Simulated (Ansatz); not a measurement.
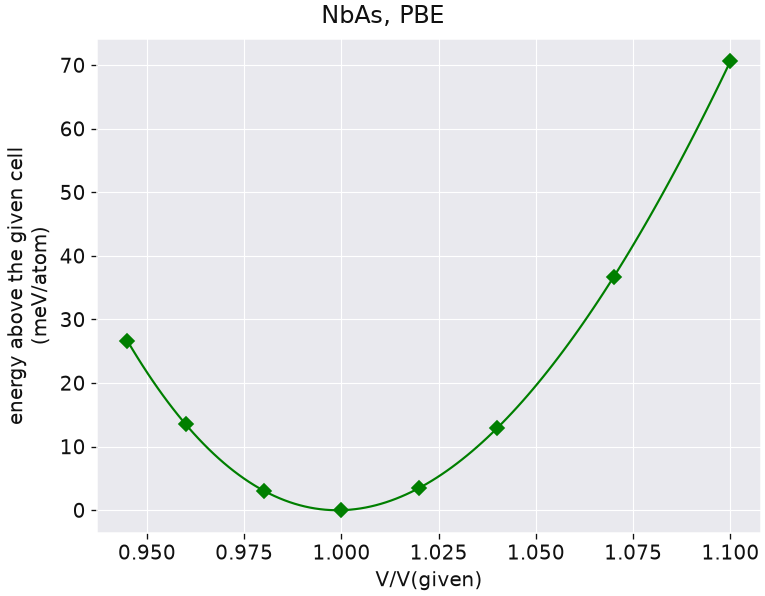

The figure shows the energy above the given cell against V/V(given) for NbAs, space group Fm-3m (No. 225) (cell built by us, not taken from a database).

The given structure:
```
CELL_PARAMETERS angstrom
0.00000 2.63777 2.63777
2.63777 0.00000 2.63777
2.63777 2.63777 0.00000
ATOMIC_POSITIONS crystal
Nb 0.50000 0.50000 0.50000
As 0.00000 0.00000 0.00000
```

Computed with Ansatz 0.2.0: plane-wave density functional theory, PAW datasets, Gaussian smearing 0.05 eV: equation of state, the given cell scaled in volume with shape and atoms relaxed at each volume; third-order Birch-Murnaghan fit. Level: PBE, no spin polarisation.

- PAW set: soft_2
- wave cutoff: 420 eV
- k mesh: 12×12×12

V(given) is 18.35 Å³/atom.

From this curve and the settings, what does the calculation give for the pressure at the same points?

The pressure falls from 9.1 GPa at V/V(given) 0.945 to −11.2 GPa at 1.100, and changes sign near 0.999.

```csv
V/V(given),pressure (GPa)
0.945,9.1
0.960,6.3
0.980,2.9
1.000,-0.1
1.020,-2.9
1.040,-5.3
1.070,-8.5
1.100,-11.2
```
